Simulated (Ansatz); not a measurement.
Geometry relaxation of Al3As3H (part 3 of 3)

The same run, continued: Al3As3H (slab, 7 atoms in the cell); DFT PBEsol, scalar-relativistic, plane waves, PAW, spin-polarised (Ansatz 0.2.0); cutoff 420 eV, 9×9×1 k-mesh, Gaussian smearing of 0.05 eV, collinear spins. The structure derives from an entry of the Crystallography Open Database. The input holds or restrains some coordinates. Forces given for the steps count only the free coordinates. It belongs to a series of runs on one base structure; here: H put at a top Al site.

Geometry of the input (Å; fractional positions):
```
4.0125  0.0000  0.0000
-2.0063  3.4750  0.0000
0.0000  0.0000  26.3715
As 0.0000  0.0000  0.3223
Al 0.3333  0.6667  0.3534
As 0.3333  0.6667  0.4466
Al 0.6667  0.3333  0.4744
As 0.6667  0.3333  0.5722
Al 0.0000  0.0000  0.5977
H  0.0000  0.0000  0.6553
```

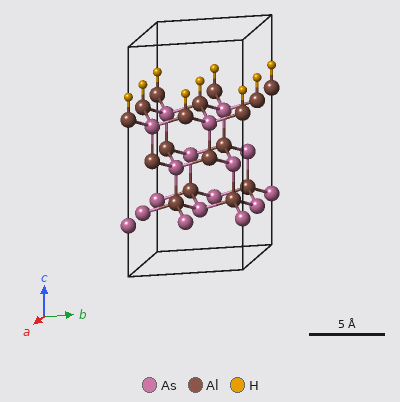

*The geometry at step 2 of the log (ball-and-stick view of the 2 × 2 repeat of the cell, with the vacuum cut short, seen slightly off an axis).*

## The program's output, continued
```
relax step   4: F+E_penalty+E_count = -16029.02181987 eV  Δ(F+E_penalty+E_count) = -8.980e-4 eV  max|allowed force component| = 3.591e-2 eV/Å  Δτ_max = 0.0213 Å  (11 SCF iters, accepted)
SCF iter   1: F=—  HF=-16029.021881 eV  |F-HF|=—  |Δ(HF+E_count)|=         —  Δρ=7.43e-5 (↑5.25e-5 ↓7.43e-5)  dr2=6.72e-5  dr2_m=6.27e-6  M=0.922 μB ∫|m|=0.946 μB  β_m=1.20  ethr=7.09e-7  p=-0.091 e·Å  D=-4.47e-2 V/Å  ΔV_dip=1.18 eV  dr2_dipole=3.08e-6  V_vac-E_F(+/−)=6.55/5.37 eV  ⟨swp⟩=2.0  Hψ=1637  notcnv=0  defer=51
efield: sawtooth ramp at fractional position 0.9688 (handed on by an earlier solve), width 0.0400; the density the first Hamiltonian is built on has a dipole p = -0.091 e·Å; the dipole correction subtracts the counter field D = -4.47e-2 V/Å, which shifts the + side's vacuum level by +1.18 eV against the − side's; the planar-averaged density in the ramp window peaks in size at 8.4e-7 e/Å³
preconditioner: auto → LDOS  [metal: Δε(μ)=0.011 eV  Ē_g=8.311 eV  σ=0.050 eV  W_gap=0.13  n_scr=58 (ndim 8)  ℏωp=9.7 eV  f_vac=0.567  D(μ)=5.34/eV (n_scr^D=12)]
spin=Collinear: LDOS preconditioning applied to the charge; magnetization (m = ρ↑ − ρ↓) channel mixes plain (no charge-response kernel on spin).
SCF iter   2: F=—  HF=-16029.021895 eV  |F-HF|=—  |Δ(HF+E_count)|=   1.44e-5  Δρ=3.28e-5 (↑3.03e-5 ↓3.28e-5)  dr2=2.56e-5  dr2_m=5.75e-8  M=0.922 μB ∫|m|=0.946 μB  β_m=0.37  ethr=1.22e-7  p=-0.091 e·Å  D=-4.46e-2 V/Å  ΔV_dip=1.18 eV  dr2_dipole=7.04e-8  V_vac-E_F(+/−)=6.55/5.37 eV  ⟨swp⟩=2.0  Hψ=1172  notcnv=0  defer=51
density mixer auto → msr1: a metal under ldos (density of states about μ 0.70 of a free-electron gas's, 58 screened modes)
SCF iter   3: F=—  HF=-16029.021889 eV  |F-HF|=—  |Δ(HF+E_count)|=   5.79e-6  Δρ=2.53e-5 (↑2.53e-5 ↓2.16e-5)  dr2=6.86e-6  dr2_m=1.16e-6  M=0.922 μB ∫|m|=0.946 μB  β_m=0.68  ethr=4.65e-8  p=-0.090 e·Å  D=-4.45e-2 V/Å  ΔV_dip=1.17 eV  dr2_dipole=5.58e-7  V_vac-E_F(+/−)=6.54/5.37 eV  ⟨swp⟩=2.0  Hψ=929  notcnv=0  defer=51
SCF iter   4: F=—  HF=-16029.021892 eV  |F-HF|=—  |Δ(HF+E_count)|=   2.28e-6  Δρ=3.97e-6 (↑3.97e-6 ↓3.50e-6)  dr2=1.54e-6  dr2_m=8.34e-9  M=0.922 μB ∫|m|=0.946 μB  β_m=0.84  ethr=1.25e-8  p=-0.090 e·Å  D=-4.45e-2 V/Å  ΔV_dip=1.17 eV  dr2_dipole=3.17e-7  V_vac-E_F(+/−)=6.54/5.37 eV  ⟨swp⟩=2.0  Hψ=969  notcnv=0  defer=51
SCF iter   5: F=—  HF=-16029.021892 eV  |F-HF|=—  |Δ(HF+E_count)|=   6.36e-8  Δρ=2.39e-6 (↑2.39e-6 ↓1.69e-6)  dr2=1.89e-7  dr2_m=3.03e-9  M=0.922 μB ∫|m|=0.946 μB  β_m=0.74  ethr=2.81e-9  p=-0.091 e·Å  D=-4.45e-2 V/Å  ΔV_dip=1.17 eV  dr2_dipole=3.29e-8  V_vac-E_F(+/−)=6.54/5.37 eV  ⟨swp⟩=2.0  Hψ=880  notcnv=0  defer=51
iter 6 did not close the SCF: its close was put off for a magnetic moment that had not settled (scf_convergence_deferred on its scf_iter line)
SCF iter   6: F=-16029.021892 eV  HF=-16029.021892 eV  |F-HF|=7.51e-9  |Δ(HF+E_count)|=   2.22e-8  Δρ=1.10e-6 (↑1.10e-6 ↓7.09e-7)  dr2=2.49e-8  dr2_m=1.38e-9  M=0.921 μB ∫|m|=0.946 μB  β_m=0.72  ethr=1.82e-10  p=-0.091 e·Å  D=-4.46e-2 V/Å  ΔV_dip=1.17 eV  dr2_dipole=5.64e-10  V_vac-E_F(+/−)=6.54/5.37 eV  ⟨swp⟩=14.4  Hψ=5813  notcnv=0
iter 7 did not close the SCF: its close was put off for a magnetic moment that had not settled (scf_convergence_deferred on its scf_iter line)
SCF iter   7: F=-16029.021892 eV  HF=-16029.021892 eV  |F-HF|=1.53e-8  |Δ(HF+E_count)|=   1.80e-8  Δρ=6.31e-7 (↑6.31e-7 ↓4.88e-7)  dr2=2.29e-8  dr2_m=5.00e-10  M=0.921 μB ∫|m|=0.946 μB  β_m=0.82  ethr=4.53e-11  p=-0.091 e·Å  D=-4.45e-2 V/Å  ΔV_dip=1.17 eV  dr2_dipole=5.63e-9  V_vac-E_F(+/−)=6.54/5.37 eV  ⟨swp⟩=6.7  Hψ=4625  notcnv=0
SCF iter   8: F=-16029.021892 eV  HF=-16029.021892 eV  |F-HF|=1.48e-9  |Δ(HF+E_count)|=   5.17e-9  Δρ=3.31e-7 (↑3.31e-7 ↓2.78e-7)  dr2=6.72e-9  dr2_m=8.12e-11  M=0.921 μB ∫|m|=0.946 μB  ethr=4.17e-11  p=-0.091 e·Å  D=-4.45e-2 V/Å  ΔV_dip=1.17 eV  dr2_dipole=1.30e-9  V_vac-E_F(+/−)=6.54/5.37 eV  ⟨swp⟩=6.5  Hψ=4338  notcnv=0
SCF 5 converged in 8 iterations: F = -16029.021892 eV  dr2 = 6.72e-9
relax step   5: F+E_penalty+E_count = -16029.02189167 eV  Δ(F+E_penalty+E_count) = -7.180e-5 eV  max|allowed force component| = 5.165e-3 eV/Å  Δτ_max = 0.0029 Å  (8 SCF iters, accepted)
WARN: The output density's exchange-correlation potential varies sharply where the density is thin. Do not read a vacuum level from v_tot or v_xc, or from such a field of the output density. On a cell that repeats whose density bears no net charge and no dipole along the vacuum's axis use v_es (v_loc + v_h of the components); under efield.dipole_correction with no amplitude use v_es + v_field, which holds any external_charges[].barrier, or the levels of the report's work_function block, which leave it out; under a non-zero efield.amplitude the vacuum is tilted and has no level; on a cell that repeats and bears such a dipole with no correction it is tilted too, and efield.dipole_correction with no amplitude gives each side of its ramp a level where efield: is served; in a cell that repeats whose density bears a net charge (total_charge, or a fill off its count) it is curved and has none; of a slab under crystal.periodic whose density bears no net charge use v_es, which has a level on each side, short of where the two are joined; of another it falls or rises all the way out and has none; of a slab beside external_charges read slab_vacuum_level instead, which it has where they leave it neutral. The grid or the basis barely resolves most such structure, and the values can differ between equally converged runs; as a rule a tighter scf.convergence.dr2_threshold does not remove it. Where the density itself ripples (under the LDA too) a higher basis.ecutwfc lessens it. The files hold the spikes' plane waves up to the density's cutoff. Files: v_tot_of_output_density and the like, and their columns of v_z.tsv (output.write_potential); v_xc_of_output_density and the like, and their columns of v_comp_z.tsv (output.write_potential_components). Measured: with its Gaussian average of σ = 0.25 Å subtracted twice, the exchange-correlation potential is over 0.1 eV at 388 of the grid points where the equally averaged density (valence and model cores) is under 1e-3 e/Å³, and 0.286 eV at the most among them, at an averaged density of 3.9e-8 e/Å³. The input density's (outcome.potential() and, of a run that writes arrays, v_tot and v_xc) is over 0.1 eV, so measured, at 352 points of its own thin density, 0.271 eV at the most. See output.write_potential in the manual, Limitations
SCF converged after 8 iterations
Magnetization: 0.9215 μB (27.9607 up, 27.0393 down)
Absolute magnetization: 0.9402 μB (∫|ρ↑−ρ↓|, with the PAW one-centre terms)
Spin contamination: 0.0043 ħ² per cell (⟨S²⟩ above its minimum at these occupations)
Per-site moments (μB) at R_I (Å): [(0.2477643633318302, 1.0135835975861185), (0.01774926308689429, 1.0135835967273144), (0.08734439579371787, 1.0135835967273144), (0.011216795610453483, 0.9998065214817319), (0.041979490076053165, 0.9998065214817319), (0.0009311758221267428, 0.6572820353242976), (0.01222840245102671, 0.6572820353242976)]
Free energy (F): -16029.021892 eV
Harris-Foulkes:  -16029.021892 eV  (|F-HF|=1.48e-9)
Internal energy: -16029.015219 eV  (E = F + TS)
E sigma→0 (E₀):  -16029.018555 eV
Entropy (-TS):   -0.006672 eV (-0.953 meV/atom)
Fermi energy:    -1.460389 eV
Dipole field:    D = -0.044512 V/Å  (p = -0.090453 e·Å, saw-weighted, corrected)
Work function:   Φ+ = 6.5434 eV   Φ− = 5.3695 eV
Levels:          The Fermi level and band energies are counted from a zero that moves with the ramp; work functions are not
--- Per-component energies (eV) ---
  E_band       = -1219.876504
  E_kinetic    = 389.904356
  E_local      = -40807.653464  (includes V_loc(G=0)·N_el)
  E_nonlocal   = -1971.595517
  E_hartree    = 20412.160005
  E_xc         = -360.309433
  E_vxc        = -333.085397  (∫ρ·V_xc dr)
  E_paw        = -6744.575419  (= ΣΔE_a)
  E_vpaw       = 680.374809  (= ΣTr[D̂ρ^β])
  E_aug_tail   = -0.001116  (compensation charges beyond the density's cutoff)
  E_efield     = 0.002013  (sawtooth field / dipole correction)
  E_vefield    = -2.136931  (∫n·V_field dr)
  E_ewald      = 13050.096651
  E_core_change = 2.956703  (= ΣΔE_core)
  E_smearing   = -0.006672  (= −TS)
  E_closure    = -0.000000  (closes the sum)
  Σ components = -16029.021892   (vs F -16029.021892, Δ=0.00e0)
--- Forces (eV/Å), atoms counted from 1 ---
  atom   1  As     0.00000000    -0.00000000     0.33499093
  atom   2  Al     0.00000000     0.00000000    -0.44387074
  atom   3  As     0.00000000    -0.00000000     0.10789625
  atom   4  Al     0.00000000     0.00000000    -0.00208674
  atom   5  As     0.00000000    -0.00000000     0.00516483
  atom   6  Al     0.00000000     0.00000000    -0.00178149
  atom   7  H     -0.00000000    -0.00000000    -0.00031067
  max |Σ_I F_I| component: 2.36e-6 eV/Å
--- Band table (eV; the first three rows and the last of 24) ---
  k-point 0 ↑: bands = ["-36.0832", "-36.0657", "-36.0657", "-36.0363", "-36.0363", "-35.9752", "-35.9459", "-35.9459", "-35.8581", "-35.8581", "-35.6450", "-35.6359", "-35.6359", "-35.6224", "-35.6224", "-13.1380", "-12.4227", "-12.0042", "-6.4416", "-5.0153", "-3.1142", "-2.1575", "-2.1575", "-1.6413", "-1.6387", "-1.6387", "-1.3665", "-1.3665", "0.8514", "1.1013", "1.5088", "3.1481", "3.1481", "3.3989", "3.4195"]
  k-point 1 ↑: bands = ["-36.0831", "-36.0657", "-36.0657", "-36.0363", "-36.0361", "-35.9751", "-35.9460", "-35.9459", "-35.8581", "-35.8579", "-35.6449", "-35.6359", "-35.6359", "-35.6224", "-35.6223", "-13.0354", "-12.3272", "-11.9230", "-6.3696", "-5.0099", "-3.3681", "-2.8228", "-2.4372", "-2.3750", "-2.0327", "-1.8029", "-1.6118", "-1.4904", "1.5304", "1.7851", "2.1709", "2.8132", "3.2095", "3.3707", "3.4511"]
  k-point 2 ↑: bands = ["-36.0829", "-36.0659", "-36.0657", "-36.0363", "-36.0357", "-35.9749", "-35.9461", "-35.9460", "-35.8581", "-35.8575", "-35.6447", "-35.6361", "-35.6358", "-35.6224", "-35.6219", "-12.7443", "-12.0612", "-11.7061", "-6.2367", "-5.1990", "-4.4154", "-3.8989", "-3.2410", "-2.8023", "-2.5104", "-2.1700", "-1.7918", "-1.7675", "1.4425", "1.8252", "2.1516", "2.8701", "3.8384", "3.8548", "3.8959"]
  k-point 11 ↓: bands = ["-36.0524", "-36.0422", "-36.0420", "-36.0258", "-36.0257", "-35.8850", "-35.8741", "-35.8740", "-35.8365", "-35.8363", "-35.6318", "-35.6259", "-35.6257", "-35.6144", "-35.6143", "-11.5265", "-11.1432", "-10.7996", "-6.4497", "-6.1965", "-6.1764", "-4.7609", "-4.3671", "-4.3539", "-3.0886", "-3.0505", "-2.8765", "-1.4599", "1.9688", "2.2112", "2.3514", "3.7628", "4.1823", "5.1965", "5.2224"]
--- Relaxed structure (5 steps of the walk, 5 accepted, 0 SCFs on fresh bases) ---
  F+E_penalty+E_count = -16029.02189167 eV   max|allowed force component| = 5.165e-3 eV/Å
  atoms:
    - { symbol: As, position: [0.0, 0.0, 0.32231744479999996] }
    - { symbol: Al, position: [0.3333333333333333, 0.6666666666666666, 0.3533758573] }
    - { symbol: As, position: [0.3333333333333333, 0.6666666666666666, 0.44655109439999996] }
    - { symbol: Al, position: [0.6666666666666666, 0.3333333333333333, 0.47837190459352297] }
    - { symbol: As, position: [0.6666666666666666, 0.3333333333333333, 0.5702806627797988] }
    - { symbol: Al, position: [7.548136344594017e-33, 1.7144174894037693e-32, 0.6044888567844436] }
    - { symbol: H, position: [7.252547122283021e-33, 1.6552996449415703e-32, 0.6649105227236449] }
--- Löwdin populations: 7 sites ---
  site symbol       q [e]    m [muB]
     0     As     15.2049     0.6180
     1     Al      2.6557    -0.0101
     2     As     15.2908     0.1745
     3     Al      2.6148     0.0128
     4     As     15.3200     0.0858
     5     Al      2.5782     0.0113
     6      H      1.1253     0.0190
  spilling = 0.003824 (of n_electrons = 55.000000)
```

## File populations.tsv
```
# site	symbol	l	j	q_up	q_dn
# orbitals = lowdin
# n_electrons = 55.000000
# spilling = 0.003824
0	As	0_4S	-	0.794786	0.778402
0	As	1_4P	-	2.117960	1.516233
0	As	2_3D	-	4.998692	4.998807
1	Al	0_3S	-	0.442747	0.452031
1	Al	1_3P	-	0.880030	0.880894
2	As	0_4S	-	0.744167	0.740981
2	As	1_4P	-	1.990247	1.818892
2	As	2_3D	-	4.998227	4.998249
3	Al	0_3S	-	0.444143	0.445568
3	Al	1_3P	-	0.869649	0.855393
4	As	0_4S	-	0.739234	0.738539
4	As	1_4P	-	1.965376	1.880300
4	As	2_3D	-	4.998281	4.998285
5	Al	0_3S	-	0.447077	0.448092
5	Al	1_3P	-	0.847710	0.835350
6	H	0_1S	-	0.572145	0.553179
```

## Trajectory as extended XYZ (Å, eV, eV/Å), 5 frames, from step=1 to step=5
```
7
Lattice="4.0125 0.0000 0.0000 -2.0063 3.4750 0.0000 0.0000 0.0000 26.3715" Properties=species:S:1:pos:R:3:forces:R:3 step=1 energy=-16028.81453
As    0.0000    0.0000    8.5000    0.0000   0.0000   0.3702
Al    0.0000    2.3166    9.3191    0.0000   0.0000  -0.6461
As    0.0000    2.3166   11.7762    0.0000   0.0000  -0.0241
Al    2.0063    1.1583   12.5113    0.0000   0.0000   0.9814
As    2.0063    1.1583   15.0891    0.0000   0.0000  -1.3838
Al    0.0000    0.0000   15.7615    0.0000   0.0000  -0.5037
H     0.0000    0.0000   17.2815    0.0000   0.0000   1.2061
7
Lattice="4.0125 0.0000 0.0000 -2.0063 3.4750 0.0000 0.0000 0.0000 26.3715" Properties=species:S:1:pos:R:3:forces:R:3 step=2 energy=-16029.00416
As    0.0000    0.0000    8.5000    0.0000   0.0000   0.3322
Al    0.0000    2.3166    9.3191    0.0000   0.0000  -0.4630
As    0.0000    2.3166   11.7762    0.0000   0.0000  -0.0621
Al    2.0063    1.1583   12.5785    0.0000   0.0000   0.0233
As    2.0063    1.1583   14.9877    0.0000   0.0000  -0.1345
Al    0.0000    0.0000   15.8187    0.0000   0.0000   0.0609
H     0.0000    0.0000   17.3955    0.0000   0.0000   0.2442
7
Lattice="4.0125 0.0000 0.0000 -2.0063 3.4750 0.0000 0.0000 0.0000 26.3715" Properties=species:S:1:pos:R:3:forces:R:3 step=3 energy=-16029.02092
As    0.0000    0.0000    8.5000    0.0000   0.0000   0.3357
Al    0.0000    2.3166    9.3191    0.0000   0.0000  -0.4284
As    0.0000    2.3166   11.7762    0.0000   0.0000   0.1728
Al    2.0063    1.1583   12.6349    0.0000   0.0000  -0.1191
As    2.0063    1.1583   15.0521    0.0000   0.0000   0.0183
Al    0.0000    0.0000   15.9480    0.0000   0.0000   0.0215
H     0.0000    0.0000   17.5416    0.0000   0.0000  -0.0008
7
Lattice="4.0125 0.0000 0.0000 -2.0063 3.4750 0.0000 0.0000 0.0000 26.3715" Properties=species:S:1:pos:R:3:forces:R:3 step=4 energy=-16029.02182
As    0.0000    0.0000    8.5000    0.0000   0.0000   0.3346
Al    0.0000    2.3166    9.3191    0.0000   0.0000  -0.4459
As    0.0000    2.3166   11.7762    0.0000   0.0000   0.1059
Al    2.0063    1.1583   12.6136    0.0000   0.0000   0.0359
As    2.0063    1.1583   15.0421    0.0000   0.0000  -0.0330
Al    0.0000    0.0000   15.9429    0.0000   0.0000   0.0064
H     0.0000    0.0000   17.5367    0.0000   0.0000  -0.0038
7
Lattice="4.0125 0.0000 0.0000 -2.0063 3.4750 0.0000 0.0000 0.0000 26.3715" Properties=species:S:1:pos:R:3:forces:R:3 step=5 energy=-16029.02189
As    0.0000    0.0000    8.5000    0.0000   0.0000   0.3350
Al    0.0000    2.3166    9.3191    0.0000   0.0000  -0.4439
As    0.0000    2.3166   11.7762    0.0000   0.0000   0.1079
Al    2.0063    1.1583   12.6154    0.0000   0.0000  -0.0021
As    2.0063    1.1583   15.0392    0.0000   0.0000   0.0052
Al    0.0000    0.0000   15.9413    0.0000   0.0000  -0.0018
H     0.0000    0.0000   17.5347    0.0000   0.0000  -0.0003
```

## Summary

| quantity | value |
| --- | --- |
| outcome | converged under the restraints of the input |
| electrons treated | 55 |
| free energy | −16029.0219 eV |
| work function, top face | 6.54 eV |
| work function, bottom face | 5.37 eV |
| Fermi energy | −1.460 eV |
| gap on the k-point mesh | none (metallic) |
| net moment of the cell | 0.92 μB |
| integrated absolute moment | 0.94 μB |
| final volume | 367.71 Å³ |
| work function (upper face) | 6.54 eV |
| largest force (length of the vector) at the end, held atoms and coordinates included | 0.444 eV/Å |
| hardware | 2 threads of Intel Xeon @ 2.50GHz (Skylake/Cascade Lake), 32 GiB of memory available, shared host |
| wall time | 1.8 min (CPU time 3.6 min) |
| peak memory | 0.77 GiB |

## Remarks

The program warns: the exchange-correlation potential is rough where the density is thin.
